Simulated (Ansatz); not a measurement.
Geometry relaxation, with input and output: Ti (part 2 of 2)

The same run, continued: Ti (I4/mmm, 2 atoms in the cell); DFT r2SCAN, scalar-relativistic, plane waves, PAW, no spin polarisation (Ansatz 0.2.0); cutoff 500 eV, 16×16×16 k-mesh, Gaussian smearing of 0.1 eV. The structure derives from an entry of the Crystallography Open Database. It belongs to a series of runs on one base structure; here: uniaxial strain along c, a, b and atoms relaxed: +3.0 %.

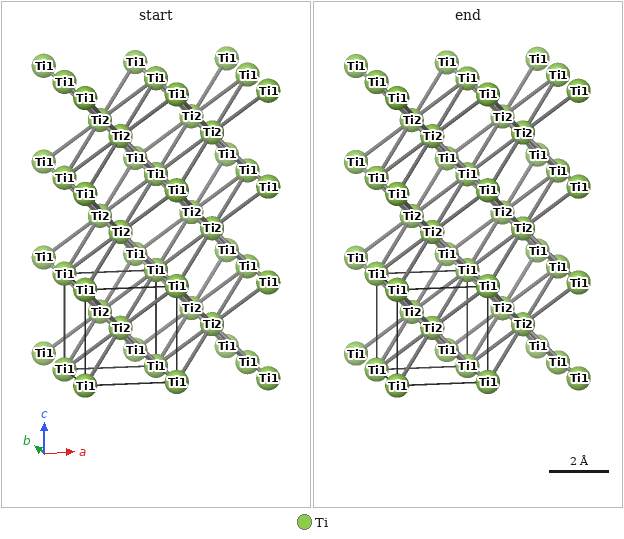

Fig. 1: Before (left) and after (right) the relaxation, at one scale (ball-and-stick view of the cell of the calculation, repeated 2 × 2 × 3, seen slightly off an axis). The atoms keep their places relative to the cell (all moves are under 0.005 Å). Cell: a = b 3.227 → 3.199 Å (−0.9 %), c stays at 3.349 Å. Volume −1.8 %. Among the contacts that change: Ti1–Ti2 2.831 → 2.814 Å. The space group stays I4/mmm (No. 139). The energy falls by 2.0 meV per atom in 3 geometry steps. All forces vanish by symmetry, so only the cell relaxes. Pressure: −1.49 GPa at the start and 0.49 GPa at the end. A last SCF at the same geometry on a re-selected plane-wave basis shifts the energy by +0.2 meV per atom. (Atoms are counted from 1 in the order of the input.)

```
basis re-selected at this cell: Δ(F+E_penalty+E_count) = +3.153e-4 eV, ΔP = -0.009 GPa vs the last step (what re-selecting the basis moved, of the pressure what is left beyond the Pulay correction that the steps carried, after the strain that the cell walked since its last selection, with what the two solves' SCF thresholds leave and, on support functions, any second-order correction that the steps lacked; it is no measure of the basis error at this ecutwfc). This SCF's stress stands 1.14e-2 GPa from its target on what of the cell is left free (relax.cell.stress_tol is 1.50e-2 GPa) and its largest allowed force component is 4.98e-30 eV/Å (relax.f_tol is 8.00e-3 eV/Å): within both
SCF converged after 6 iterations
Free energy (F): -5008.482819 eV
Harris-Foulkes:  -5008.482819 eV  (|F-HF|=2.73e-12)
Internal energy: -5008.460785 eV  (E = F + TS)
E sigma→0 (E₀):  -5008.471802 eV
Entropy (-TS):   -0.022034 eV (-11.017 meV/atom)
Fermi energy:    13.350788 eV
--- Per-component energies (eV) ---
  E_band       = -334.969333
  E_kinetic    = 545.759354
  E_local      = -1604.594725  (includes V_loc(G=0)·N_el)
  E_nonlocal   = 15.162317
  E_hartree    = 658.352395
  E_xc         = -185.711481
  E_vxc        = -265.517827  (∫ρ·V_xc dr)
  E_paw        = -2113.788432  (= ΣΔE_a)
  E_vpaw       = -360.787376  (= ΣTr[D̂ρ^β])
  E_aug_tail   = 0.000175  (compensation charges beyond the density's cutoff)
  E_vtau       = 18.303973  (kinetic-family band-sum trace: ∫τ·v_τ [+ j·A + Jᵃ·Aᵃ] dr)
  E_ewald      = -2323.133475
  E_core_change = -0.506914  (= ΣΔE_core)
  E_smearing   = -0.022034  (= −TS)
  E_closure    = -0.000000  (closes the sum)
  Σ components = -5008.482819   (vs F -5008.482819, Δ=0.00e0)
--- Forces (eV/Å), atoms counted from 1 ---
  atom   1  Ti     0.00000000     0.00000000     0.00000000
  atom   2  Ti     0.00000000    -0.00000000     0.00000000
  max |Σ_I F_I| component: 2.53e-28 eV/Å
--- Stress (GPa, compression-positive) ---
       -0.011365       0.000000       0.000000
        0.000000      -0.011365       0.000000
        0.000000       0.000000       1.498271
  P = ⅓ Tr σ = 0.4918 GPa (4.918 kbar)
--- Band table (eV; the first three rows and the last of 405) ---
  k-point 0: bands = ["-45.5622", "-45.3202", "-20.8701", "-20.8060", "-20.8060", "-20.3402", "-20.3402", "-20.3369", "6.9512", "10.9738", "11.0925", "14.3850", "14.3850", "14.7430", "16.0780", "16.4910"]
  k-point 1: bands = ["-45.5596", "-45.3222", "-20.8689", "-20.8013", "-20.8013", "-20.3462", "-20.3445", "-20.3445", "7.0180", "11.0028", "11.1300", "14.3841", "14.3841", "14.7663", "16.0154", "16.5037"]
  k-point 2: bands = ["-45.5520", "-45.3283", "-20.8650", "-20.7876", "-20.7876", "-20.3732", "-20.3572", "-20.3572", "7.2160", "11.0811", "11.2420", "14.3838", "14.3838", "14.8354", "15.8322", "16.5394"]
  k-point 404: bands = ["-45.4060", "-45.4060", "-20.7093", "-20.7093", "-20.7093", "-20.7093", "-20.6768", "-20.6768", "12.5595", "12.5595", "12.7258", "12.7258", "12.7258", "12.7258", "16.6430", "16.6430"]
--- Relaxed structure (4 steps of the walk, 4 accepted, 1 SCFs on fresh bases) ---
  F+E_penalty+E_count = -5008.48281894 eV   max|allowed force component| = 4.980e-30 eV/Å   (the final SCF, on the basis selected at the relaxed cell)
  cell:  # Å, volume = 34.2698 Å³
    - [3.198717271908253, -1.5527100910535124e-97, 0.0]
    - [-1.5527100910535124e-97, 3.198717271908253, 0.0]
    - [0.0, 0.0, 3.3493434385]
  atoms:
    - { symbol: Ti, position: [0.0, 0.0, 0.0] }
    - { symbol: Ti, position: [0.5, 0.5, 0.5000000000000001] }
```

Trajectory as extended XYZ (Å, eV, eV/Å), 5 frames, from step=1 to step=5:
```
2
Lattice="3.2274 0.0000 0.0000 0.0000 3.2274 0.0000 0.0000 0.0000 3.3493" Properties=species:S:1:pos:R:3:forces:R:3 step=1 energy=-5008.47904 pressure_GPa=-1.49
Ti    0.0000    0.0000    0.0000    0.0000   0.0000   0.0000
Ti    1.6137    1.6137    1.6747    0.0000   0.0000   0.0000
2
Lattice="3.1781 0.0000 0.0000 0.0000 3.1781 0.0000 0.0000 0.0000 3.3493" Properties=species:S:1:pos:R:3:forces:R:3 step=2 energy=-5008.48137 pressure_GPa=2.02
Ti    0.0000    0.0000    0.0000    0.0000   0.0000   0.0000
Ti    1.5890    1.5890    1.6747    0.0000   0.0000   0.0000
2
Lattice="3.1993 0.0000 0.0000 0.0000 3.1993 0.0000 0.0000 0.0000 3.3493" Properties=species:S:1:pos:R:3:forces:R:3 step=3 energy=-5008.48312 pressure_GPa=0.46
Ti    0.0000    0.0000    0.0000    0.0000   0.0000   0.0000
Ti    1.5997    1.5997    1.6747    0.0000   0.0000   0.0000
2
Lattice="3.1987 0.0000 0.0000 0.0000 3.1987 0.0000 0.0000 0.0000 3.3493" Properties=species:S:1:pos:R:3:forces:R:3 step=4 energy=-5008.48313 pressure_GPa=0.50
Ti    0.0000    0.0000    0.0000    0.0000   0.0000   0.0000
Ti    1.5994    1.5994    1.6747    0.0000   0.0000   0.0000
2
Lattice="3.1987 0.0000 0.0000 0.0000 3.1987 0.0000 0.0000 0.0000 3.3493" Properties=species:S:1:pos:R:3:forces:R:3 step=5 energy=-5008.48282 pressure_GPa=0.49
Ti    0.0000    0.0000    0.0000    0.0000   0.0000   0.0000
Ti    1.5994    1.5994    1.6747    0.0000   0.0000   0.0000
```

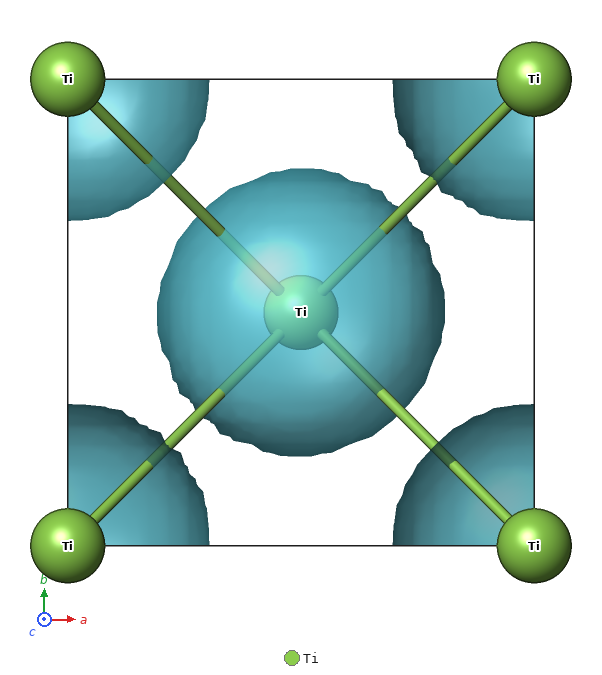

Fig. 2: Isosurface of the valence charge density (pseudo) at 0.4 e/Å³ (cyan), seen along the c axis. Sticks mark near contacts. The outline is the cell set on symmetry axes. At this value the density breaks into separate islands; it holds about 75 % of the electrons treated as valence (semicore included). It is pinched off along the Ti–Ti (2.81 Å) contacts. On the grid the lowest density along these lines, outside the cores, is 0.19 e/Å³ (Ti–Ti, 2.81 Å). Core electrons are frozen (PAW), so the fields are smoothed inside the atomic spheres.

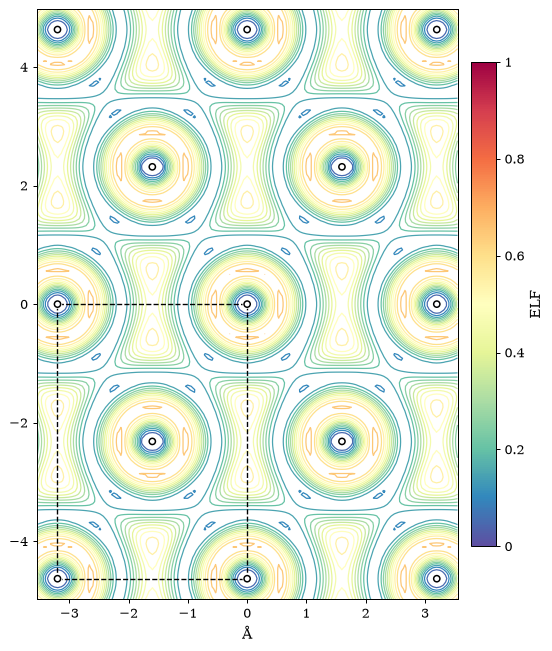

Fig. 3: Electron localisation function on the (101̄) plane of the conventional cell. Circles mark the nuclei in the plane (Ti). Atoms in the plane: Ti. Ti–Ti (2.81 Å): the ELF is about 0.15 at the midpoint; no localised pair between them. The strong features right at Ti lie inside the PAW spheres (semicore, d or f shells) and say nothing about bonding.

This output came from the following input.

Input:
```yaml
crystal:
  lattice:
    - [3.227401323, 0.0, 0.0]
    - [0.0, 3.227401323, 0.0]
    - [0.0, 0.0, 3.3493434385]
  atoms:
    - { symbol: Ti, position: [0.0, 0.0, 0.0] }
    - { symbol: Ti, position: [0.5, 0.5, 0.5] }
basis:
  ecutwfc: 500
kpoints:
  mp_grid: { grid: [16, 16, 16] }
hamiltonian:
  xc: r2scan
scf:
  occupations: { method: gaussian, width: 0.1 }
output:
  forces: true
  stress: true
  eigenvalues: true
  write_density: true
  write_potential: true
  elf: true
  volumetric_format: npy
relax:
  adjacent_minimum: "off"
  f_tol: 0.008
  max_steps: 40
  cell: { stress_tol: 0.015, fix: [c, angles] }
```

Launched with:
```bash
ansatz run input.yaml --threads 1 --pin off --max-ram 2560MiB --backend cpu --events-out ev --progress --plain --runs-dir out
```

Results in brief:

```json
{"quantity": "outcome", "value": "converged"}
{"quantity": "space group (tolerance 0.01 Å)", "value": "I4/mmm (139)"}
{"quantity": "electrons treated", "value": "24"}
{"quantity": "free energy", "value": "−5008.4828 eV"}
{"quantity": "Fermi energy", "value": "13.351 eV"}
{"quantity": "gap on the k-point mesh", "value": "none (metallic)"}
{"quantity": "pressure", "value": "0.49 GPa"}
{"quantity": "final volume", "value": "34.27 Å³"}
{"quantity": "largest force (length of the vector) at the end", "value": "under 0.001 eV/Å"}
{"quantity": "final cell", "value": "a = 3.199 Å, b = 3.199 Å, c = 3.349 Å, α = 90.00°, β = 90.00°, γ = 90.00°"}
{"quantity": "hardware", "value": "1 thread of AMD EPYC (Zen 3), 189 GiB of memory available, shared host"}
{"quantity": "wall time", "value": "4.3 min"}
{"quantity": "peak memory", "value": "0.63 GiB"}
```
